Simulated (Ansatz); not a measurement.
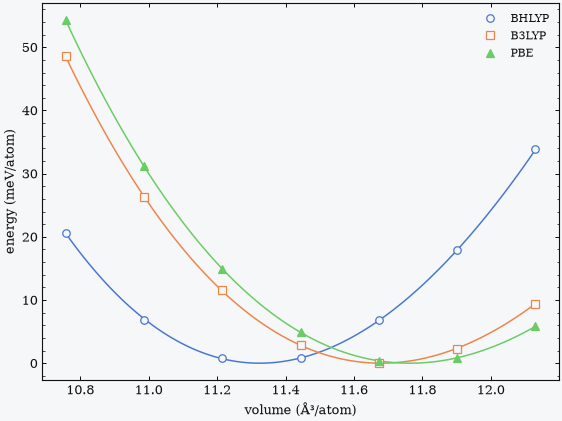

Plotted: energy against volume, with one curve for each functional, for GaN (space group F-43m).

How it was computed, with Ansatz 0.2.0: plane-wave DFT, no spin polarisation; energies at scaled volumes of the given cell, shape and fractions fixed, counted from the fit's minimum, third-order Birch-Murnaghan fit. All runs: no spin polarisation.

| setting | value |
| --- | --- |
| occupations | Fermi–Dirac |
| smearing width | 0.05 eV |
| potentials | Ansatz PAW |
| wave cutoff | 420 eV |
| density cutoff | 1680 eV |

Settings that differ: BHLYP: k mesh 5×5×5; B3LYP: k mesh 5×5×5; PBE: k mesh 10×10×10.

> Order the curves by fitted equilibrium volume, smallest first.

BHLYP 11.324, B3LYP 11.679, PBE 11.763 Å³/atom.

> Order the curves by fitted bulk modulus, smallest first.

PBE 172.1, B3LYP 184.7, BHLYP 212.4 GPa.

Limits of the calculation: coarse k mesh (BHLYP, B3LYP); the functional was run on potentials made for another functional (BHLYP, B3LYP).
